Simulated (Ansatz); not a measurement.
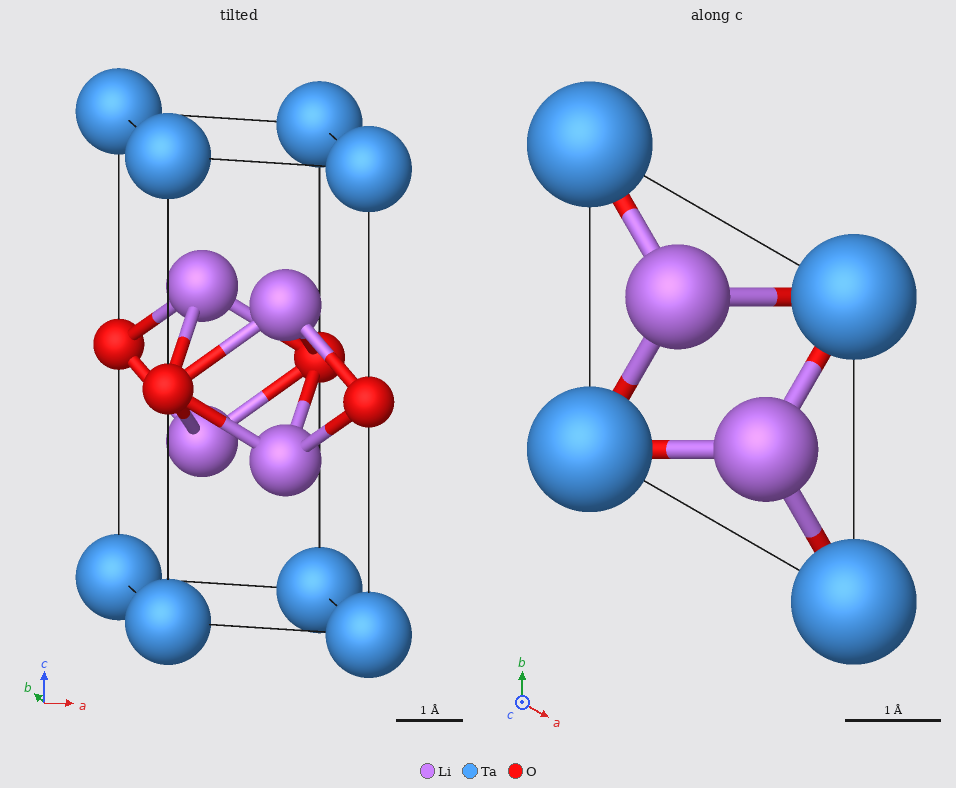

Ball-and-stick drawing of the structure, looking slightly off an axis and along the c axis. The parallelepiped is the conventional unit cell. Cell: a = 3.21 Å, b = 3.21 Å, c = 7.32 Å, α = 90.00°, β = 90.00°, γ = 120.00°.

Its origin is a structure type filled with these elements by a generator (whether the compound takes this form wasn't checked). Earlier steps of the study, as a rule a relaxation of our own, may have changed the cell and positions, so they can lie some per cent off the listed ones. It went into a calculation with Ansatz.

Notes on the structure:

Answer. Chemical formula Li$_{4}$TaO. The symmetry is that of P6/mmm (No. 191), on a primitive hexagonal lattice. Atoms per cell: 6 (4 Li, 1 Ta, 1 O). Around each O lie twelve Li at about 2.2 Å. Not all metal-metal contacts are counted. The bonds build Li4O layers parallel to (001); Ta atoms stand without bonds in the drawing.

All computed values are from DFT PBE, scalar-relativistic, plane waves, PAW (Ansatz). Settings: 420 eV cutoff, Brillouin-zone sampling on a 12×12×6 mesh, Gaussian smearing of 0.1 eV, no spin polarisation.

Is the electronic structure metallic or gapped?

Answer. A metal: bands cross the Fermi level.

State the Bader charges by element.

Answer. Li +0.80 e; Ta -1.44 e; O -1.76 e.

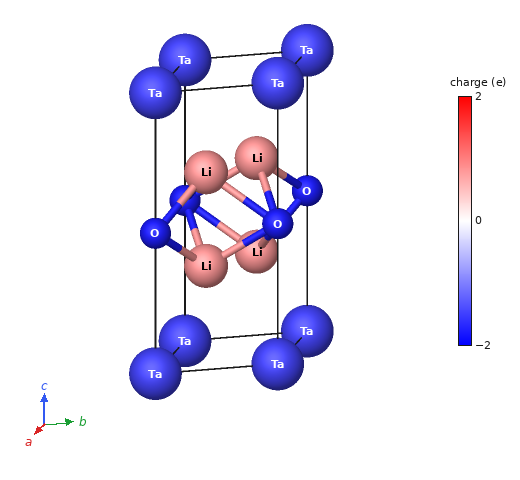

The atoms coloured by those charges. The run's cell of 6 atoms is drawn.

Is the structure relaxed at this level of theory?

Answer. Yes. All forces vanish to within 0.01 eV/Å. The pressure is 0.0 GPa, close to zero.
